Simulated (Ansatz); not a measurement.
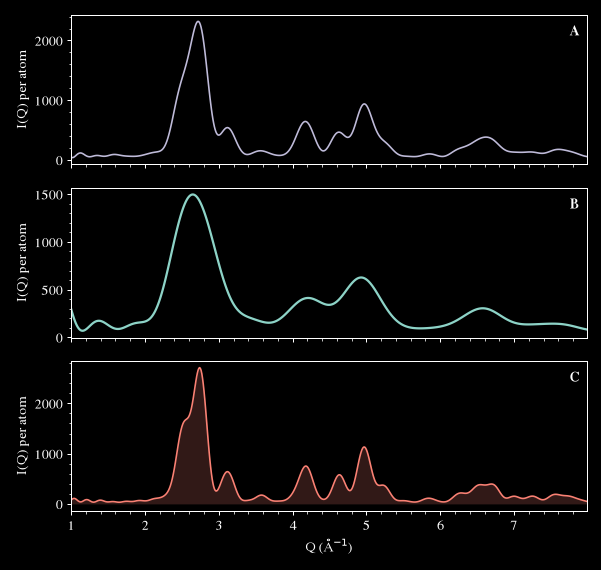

X-ray scattering of spheres cut from the crystal structure of Ge (P6_3/mmc, a = 2.988 Å, b = 2.988 Å, c = 9.553 Å, α = 90.00°, β = 90.00°, γ = 120.00°), calculated atom by atom with the Debye equation (B = 0.5 Å², no relaxation of the surface). It is based on coordinates from a relaxation with DFT, PBEsol, plane waves (420 eV) with PAW, scalar-relativistic in Ansatz; the starting structure was generated, so it need not be a known form of this composition.

The spheres are 14, 28 and 36 Å across. Which curve is which?

Answer. curve A: 28 Å (605 atoms); curve B: 14 Å (69 atoms); curve C: 36 Å (1321 atoms). Peak widths go roughly as 2π/D, so the largest sphere has the sharpest peaks.

Index the main peaks of the largest sphere.

Answer. Q ≈ 2.74 Å⁻¹: 102; Q ≈ 3.12 Å⁻¹: 103; Q ≈ 4.18 Å⁻¹: 105 + 110; Q ≈ 4.63 Å⁻¹: 106; Q ≈ 4.97 Å⁻¹: 114 + 202.
